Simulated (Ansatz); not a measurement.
Cell and atoms:

```xyz
15
Lattice="3.1933 0.0000 0.0000 -1.5967 2.7655 0.0000 0.0000 0.0000 23.1246" Properties=species:S:1:pos:R:3 pbc="T T T"
Hf    0.0000    0.0000   18.0135
Hf    0.0000    1.8437   20.5275
Hf    0.0000    0.0000    0.0000
N     1.5967    0.9218   21.8403
N     1.5967    0.9218   16.7006
Hf    1.5967    0.9218    2.5971
Hf    0.0000    0.0000    5.1111
Hf    1.5967    0.9218    7.7082
N     0.0000    1.8437    6.4239
N     0.0000    1.8437    1.2842
Hf    0.0000    1.8437   10.3053
Hf    1.5967    0.9218   12.8193
Hf    0.0000    1.8437   15.4164
N     0.0000    0.0000   14.1321
N     0.0000    0.0000    8.9924
```

> What does this file describe?

Formula: Hf3N2. It is rhombohedral (trigonal R), space group R-3m (No. 166). With Z = 3, the cell contains 9 Hf, 6 N. Neighbours within bonding distance: Hf 15 to 18 (mean 16.0) and N 6.

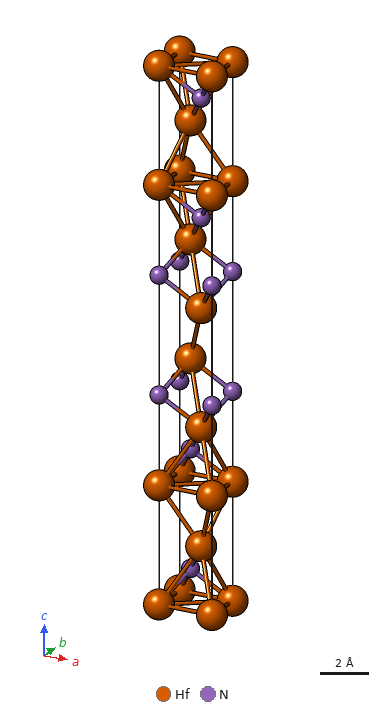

View slightly off an axis, drawn as a ball-and-stick model. The wireframe shows the conventional unit cell.

The initial geometry was a structure listed in the Materials Project. Earlier steps of the study, as a rule a relaxation of our own, may have changed the cell and positions, so they can lie some per cent off the listed ones. A calculation with Ansatz used it as input.
